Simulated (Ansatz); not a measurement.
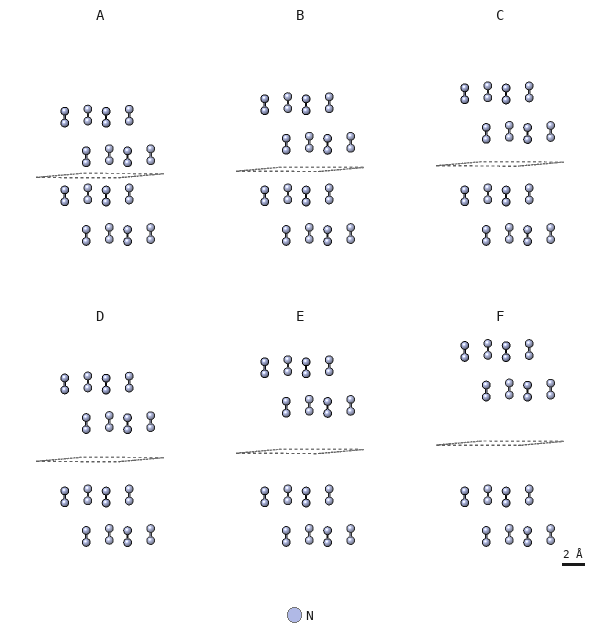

A scan of crystalline N (P6_3/mmc) along one coordinate. A ball-and-stick model of the layers on both sides of the dashed plane, seen from the side, nearly along that plane.

The calculation used Ansatz, DFT PBE+D3(BJ), scalar-relativistic, plane waves, PAW. Settings: plane-wave cutoff 420 eV; k-point mesh 7 × 7 × 2; occupations gaussian; smearing width 0.05 eV; no spin polarisation. Energies (free energies at the smearing named) are counted from the relaxed crystal.

What is being scanned?

Answer. The crystal is pulled apart rigidly along the normal of the (0 0 1) plane of the conventional cell, at a cut between a plane of N below and one of N above, 2.60 Å apart. In the frames the opening is −0.15 Å (A), 1.00 Å (B), 2.00 Å (C), 3.00 Å (D), 4.50 Å (E), 6.00 Å (F). One cut stands in each cell, which starts 14.8 Å high; nothing is relaxed, and the dashed outline marks the cut. Their energies are 0.003 J/m², 0.027 J/m², 0.048 J/m², 0.056 J/m², 0.060 J/m², 0.062 J/m².
